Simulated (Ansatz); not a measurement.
**Band-structure calculation of SiO$_{2}$ (part 2 of 2)**

The same run, continued: SiO$_{2}$ (Pnnm, 24 atoms in the cell); DFT r2SCAN, scalar-relativistic, plane waves, PAW, no spin polarisation (Ansatz 0.2.0); cutoff 500 eV, 6×4×4 k-mesh, Gaussian smearing of 0.02 eV. The structure derives from a Materials Project entry.

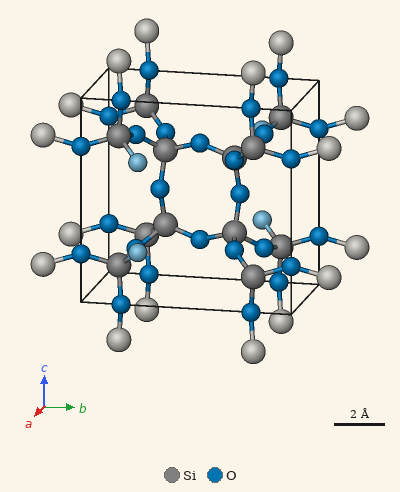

Figure 1. The structure as given in the input (ball-and-stick view of the cell of the calculation, seen slightly off an axis; neighbours outside the cell are drawn fainter). An atom can appear more than once, as a periodic image.

### Output, continued
```
  k-point 2: bands = ["-20.0678", "-20.0678", "-19.6247", "-19.6247", "-19.0138", "-19.0138", "-18.4239", "-18.4239", "-18.2039", "-18.2039", "-18.1636", "-18.1636", "-18.1549", "-18.1549", "-18.1516", "-18.1516", "-8.9764", "-8.9764", "-7.9354", "-7.9354", "-6.6046", "-6.6046", "-5.8749", "-5.8749", "-5.4557", "-5.4557", "-5.3185", "-5.3185", "-5.2337", "-5.2337", "-5.1444", "-5.1444", "-3.1033", "-3.1033", "-2.5963", "-2.5963", "-2.3892", "-2.3892", "-2.3075", "-2.3075", "-2.1987", "-2.1987", "-1.8883", "-1.8883", "-1.8214", "-1.8214", "-1.6236", "-1.6236", "-1.5322", "-1.5322", "-1.3724", "-1.3724", "-0.9691", "-0.9691", "-0.8606", "-0.8606", "-0.5365", "-0.5365", "-0.4576", "-0.4576", "-0.1675", "-0.1675", "0.0109", "0.0109", "7.3030", "7.3030", "9.3029", "9.3029", "9.4608", "9.4608", "10.3772", "10.3772", "10.4312", "10.4312", "10.6898", "10.6898", "11.4227", "11.4227", "11.4632", "11.4632", "11.6372", "11.6372", "12.0551", "12.0551", "12.3837", "12.3837", "12.6520", "12.6520", "12.7294", "12.7294", "13.1762", "13.1762", "13.1796", "13.1796", "13.3840", "13.3840", "14.2511", "14.2511", "14.3839", "14.3839", "14.8121", "14.8121", "14.9102", "14.9102", "15.2201", "15.2201", "15.7798", "15.7798", "15.9932", "15.9932", "16.6914", "16.6914", "16.8644", "16.8644", "16.9344", "16.9344", "17.1325", "17.1325", "17.2521", "17.2521", "18.2380", "18.2380", "18.3966", "18.3966"]
  k-point 35: bands = ["-19.7843", "-19.7843", "-19.3002", "-19.3002", "-19.2945", "-19.2945", "-18.8141", "-18.8141", "-18.2290", "-18.2290", "-18.1964", "-18.1964", "-18.1920", "-18.1920", "-18.1676", "-18.1676", "-8.3883", "-8.3883", "-7.4457", "-7.4457", "-7.3472", "-7.3472", "-6.0417", "-6.0417", "-5.3895", "-5.3895", "-5.1205", "-5.1205", "-4.9469", "-4.9469", "-4.8199", "-4.8199", "-3.0732", "-3.0732", "-2.8681", "-2.8681", "-2.6204", "-2.6204", "-2.5828", "-2.5828", "-2.1632", "-2.1632", "-1.9863", "-1.9863", "-1.8645", "-1.8645", "-1.8159", "-1.8159", "-1.6689", "-1.6689", "-1.3764", "-1.3764", "-1.1742", "-1.1742", "-0.7740", "-0.7740", "-0.5529", "-0.5529", "-0.4382", "-0.4382", "-0.2043", "-0.2043", "-0.1019", "-0.1019", "9.3165", "9.3165", "9.3222", "9.3222", "9.4769", "9.4769", "9.4965", "9.4965", "10.6864", "10.6864", "11.0772", "11.0772", "11.0781", "11.0781", "11.2069", "11.2069", "11.3617", "11.3617", "11.6825", "11.6825", "12.0143", "12.0143", "12.1939", "12.1939", "13.0613", "13.0613", "13.3184", "13.3184", "13.6286", "13.6286", "13.6988", "13.6988", "13.8643", "13.8643", "14.1764", "14.1764", "14.9356", "14.9356", "15.2788", "15.2788", "15.3230", "15.3230", "15.7092", "15.7092", "15.7450", "15.7450", "16.1499", "16.1499", "16.7327", "16.7327", "16.9014", "16.9014", "17.7563", "17.7563", "18.1737", "18.1737", "18.4711", "18.4711", "18.5794", "18.5794"]
--- Löwdin populations: 24 sites ---
  site symbol       q [e]
     0     Si      2.1158
     1     Si      2.1158
     2     Si      2.1158
     3     Si      2.1158
     4     Si      2.1158
     5     Si      2.1158
     6     Si      2.1158
     7     Si      2.1158
     8      O      6.8365
     9      O      6.8305
    10      O      6.8365
    11      O      6.8365
    12      O      6.8311
    13      O      6.8311
    14      O      6.8305
    15      O      6.8311
    16      O      6.8311
    17      O      6.8305
    18      O      6.8311
    19      O      6.8311
    20      O      6.8311
    21      O      6.8365
    22      O      6.8305
    23      O      6.8311
  spilling = 0.013723 (of n_electrons = 128.000000)
```

### File populations.tsv
```
# site	symbol	l	j	q
# orbitals = lowdin
# n_electrons = 128.000000
# spilling = 0.013723
0	Si	0_3S	-	0.657159
0	Si	1_3P	-	1.458672
1	Si	0_3S	-	0.657159
1	Si	1_3P	-	1.458672
2	Si	0_3S	-	0.657159
2	Si	1_3P	-	1.458672
3	Si	0_3S	-	0.657159
3	Si	1_3P	-	1.458672
4	Si	0_3S	-	0.657159
4	Si	1_3P	-	1.458672
5	Si	0_3S	-	0.657159
5	Si	1_3P	-	1.458672
6	Si	0_3S	-	0.657159
6	Si	1_3P	-	1.458672
7	Si	0_3S	-	0.657159
7	Si	1_3P	-	1.458672
8	O	0_2S	-	1.597942
8	O	1_2P	-	5.238580
9	O	0_2S	-	1.604677
9	O	1_2P	-	5.225849
10	O	0_2S	-	1.597942
10	O	1_2P	-	5.238580
11	O	0_2S	-	1.597942
11	O	1_2P	-	5.238580
12	O	0_2S	-	1.605583
12	O	1_2P	-	5.225499
13	O	0_2S	-	1.605583
13	O	1_2P	-	5.225499
14	O	0_2S	-	1.604677
14	O	1_2P	-	5.225849
15	O	0_2S	-	1.605583
15	O	1_2P	-	5.225499
16	O	0_2S	-	1.605583
16	O	1_2P	-	5.225499
17	O	0_2S	-	1.604677
17	O	1_2P	-	5.225849
18	O	0_2S	-	1.605583
18	O	1_2P	-	5.225499
19	O	0_2S	-	1.605583
19	O	1_2P	-	5.225499
20	O	0_2S	-	1.605583
20	O	1_2P	-	5.225499
21	O	0_2S	-	1.597942
21	O	1_2P	-	5.238580
22	O	0_2S	-	1.604677
22	O	1_2P	-	5.225849
23	O	0_2S	-	1.605583
23	O	1_2P	-	5.225499
```

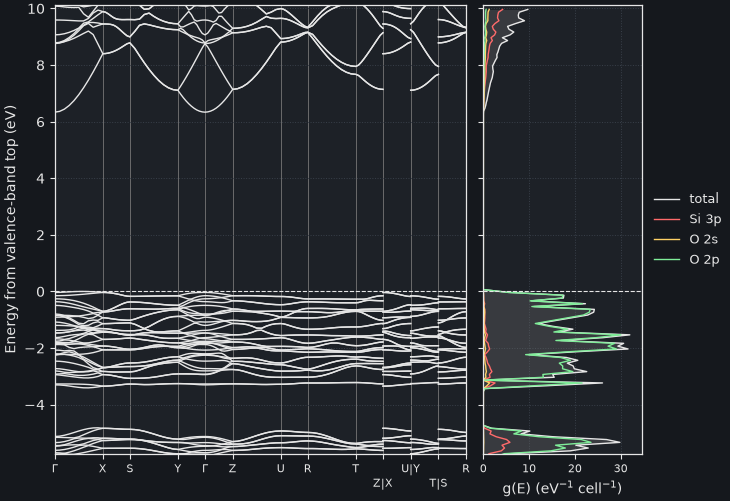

Figure 2. Band structure along Γ–X–S–Y–Γ–Z–U–R–T–Z|X–U|Y–T|S–R and density of states (projected on Löwdin-orthogonalised atomic shells), with energies from the valence-band top. There is a gap of 6.34 eV on this path.

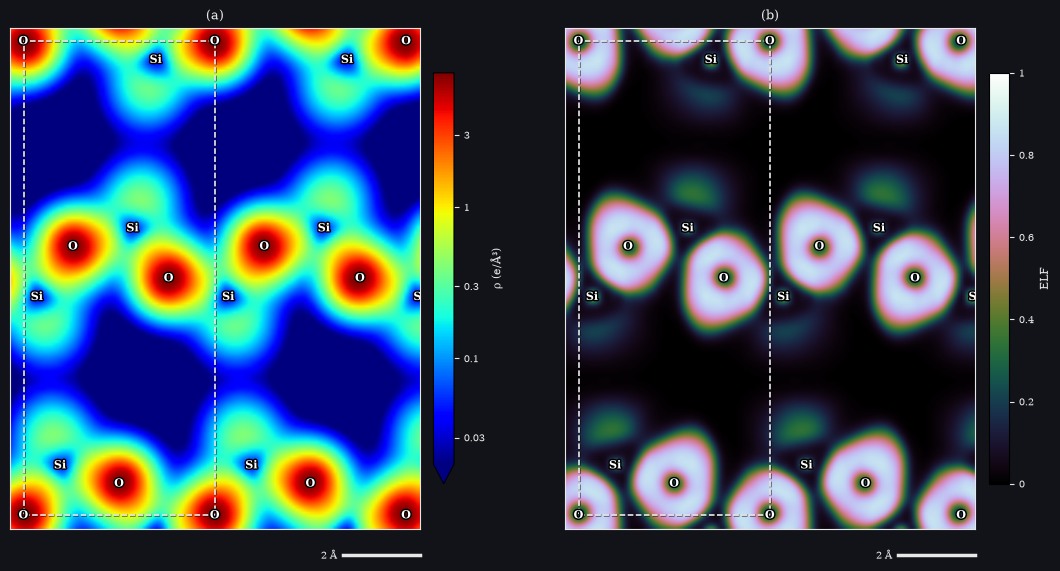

Figure 3. (a) valence pseudo-density; (b) electron localisation function on the (011̄) plane of the conventional cell. Atoms in the plane: Si and O. The density dies away to nearly zero in the voids. Core electrons are frozen (PAW), so the fields are smoothed inside the atomic spheres.

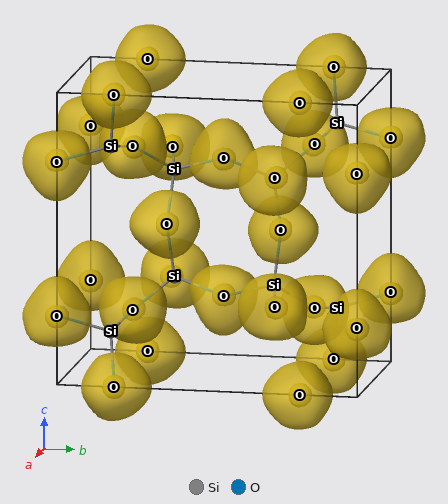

Figure 4. Isosurface of the electron localisation function at 0.65 (yellow), seen slightly off an axis. Only the valence region is drawn (cores and ρ < 0.01 e/Å³ removed). Sticks mark near contacts. The outline is the cell set on symmetry axes.

This output came from the following input.

### Input
```yaml
crystal:
  lattice:
    - [4.9655301881, 0.0, 0.0]
    - [0.0, 8.8035277408, 0.0]
    - [0.0, 0.0, 8.5972056491]
  atoms:
    - { symbol: Si, position: [0.9394936047, 0.1722095228, 0.1832680346] }
    - { symbol: Si, position: [0.0605063953, 0.8277904772, 0.1832680346] }
    - { symbol: Si, position: [0.4394936047, 0.3277904772, 0.3167319654] }
    - { symbol: Si, position: [0.9394936047, 0.1722095228, 0.8167319654] }
    - { symbol: Si, position: [0.0605063953, 0.8277904772, 0.8167319654] }
    - { symbol: Si, position: [0.4394936047, 0.3277904772, 0.6832680346] }
    - { symbol: Si, position: [0.5605063953, 0.6722095228, 0.3167319654] }
    - { symbol: Si, position: [0.5605063953, 0.6722095228, 0.6832680346] }
    - { symbol: O, position: [0.003184591, 0.8092254553, 0.0] }
    - { symbol: O, position: [0.5, 0.5, 0.2636110955] }
    - { symbol: O, position: [0.503184591, 0.6907745447, 0.5] }
    - { symbol: O, position: [0.996815409, 0.1907745447, 0.0] }
    - { symbol: O, position: [0.1294759002, 0.2874053173, 0.7206361448] }
    - { symbol: O, position: [0.8705240998, 0.7125946827, 0.7206361448] }
    - { symbol: O, position: [0.0, 0.0, 0.7636110955] }
    - { symbol: O, position: [0.6294759002, 0.2125946827, 0.2206361448] }
    - { symbol: O, position: [0.3705240998, 0.7874053173, 0.2206361448] }
    - { symbol: O, position: [0.5, 0.5, 0.7363889045] }
    - { symbol: O, position: [0.3705240998, 0.7874053173, 0.7793638552] }
    - { symbol: O, position: [0.1294759002, 0.2874053173, 0.2793638552] }
    - { symbol: O, position: [0.6294759002, 0.2125946827, 0.7793638552] }
    - { symbol: O, position: [0.496815409, 0.3092254553, 0.5] }
    - { symbol: O, position: [0.0, 0.0, 0.2363889045] }
    - { symbol: O, position: [0.8705240998, 0.7125946827, 0.2793638552] }
basis:
  ecutwfc: 500
kpoints:
  mp_grid: { grid: [6, 4, 4] }
  band_path:
    path:
      - [[0.0, 0.0, 0.0], [0.5, 0.0, 0.0], [0.5, 0.5, 0.0], [0.0, 0.5, 0.0], [0.0, 0.0, 0.0], [0.0, 0.0, 0.5], [0.5, 0.0, 0.5], [0.5, 0.5, 0.5], [0.0, 0.5, 0.5], [0.0, 0.0, 0.5]]
      - [[0.5, 0.0, 0.0], [0.5, 0.0, 0.5]]
      - [[0.0, 0.5, 0.0], [0.0, 0.5, 0.5]]
      - [[0.5, 0.5, 0.0], [0.5, 0.5, 0.5]]
    npoints: 10
hamiltonian:
  xc: r2scan
scf:
  occupations: { method: gaussian, width: 0.02 }
  n_extra_bands: 60
output:
  forces: true
  stress: true
  eigenvalues: true
  populations: true
  dos: { projected: true, de: 0.02, nscf_kmesh: { grid: [9, 6, 6] } }
  bader: false
  write_density: true
  write_potential: true
  elf: true
  volumetric_format: npy
```

Launched with:
```bash
ansatz run input.yaml --threads 4 --pin off --max-ram 10240MiB --backend cpu --events-out ev --progress --plain --runs-dir out
```

### Summary

| quantity | value |
| --- | --- |
| outcome | converged |
| space group (tolerance 0.01 Å) | Pnnm (58) |
| electrons treated | 128 |
| free energy | −14240.5309 eV |
| Fermi energy | 3.329 eV |
| gap on the k-point mesh | 6.34 eV |
| gap on the band path | 6.34 eV |
| pressure | 0.00 GPa |
| largest force (length of the vector) | under 0.001 eV/Å |
| hardware | 4 threads of Intel Xeon @ 2.50GHz (Skylake/Cascade Lake), 32 GiB of memory available, shared host |
| wall time | 4.8 min (CPU time 19 min) |
| peak memory | 4.8 GiB |

### Notes

Warnings of the run: the exchange-correlation potential is rough where the density is thin.
